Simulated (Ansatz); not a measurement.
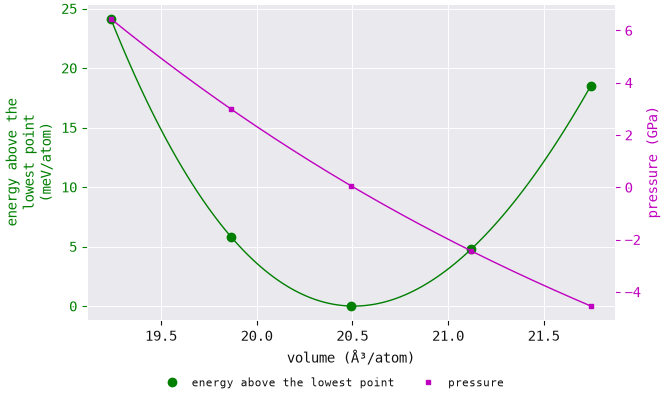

Plotted: energy above the lowest point and pressure against volume for GaP, space group F-43m (No. 216) (one of a set of cubic test structures, which need not be the stable phase).

Method: equation of state of a cubic crystal from periodic Kohn-Sham density functional theory without spin, third-order Birch-Murnaghan fit to the free energies; pressure corrected for the finite basis (Ansatz 0.2.0 development build). Level: HSE06.

- structure type: zinc blende
- atoms in cell: 2
- space group number: 216
- lattice centring: face-centred primitive
- k mesh: 4×4×4
- occupation method: Fermi–Dirac
- occupation width: 0.05 eV
- wave cutoff: 700 eV
- datasets: hard PAW
- density tolerance: 0 eV
- bands: 17
- density cutoff ratio: 4
- search for lower states: default
- exchange singularity: regularized

### Give the fitted equation-of-state parameters.

A third-order Birch–Murnaghan fit gives V0 = 20.51 Å³/atom, B0 = 87.9 GPa and B′ = 4.3.

### Read off the course of the pressure.

It falls from 6.4 GPa at volume 19.24 Å³/atom to −4.5 GPa at 21.75 Å³/atom, and changes sign near 20.51 Å³/atom.

Limits of the calculation: modest k-mesh, values are not fully converged in k; pseudopotentials made with PBE, not this functional.
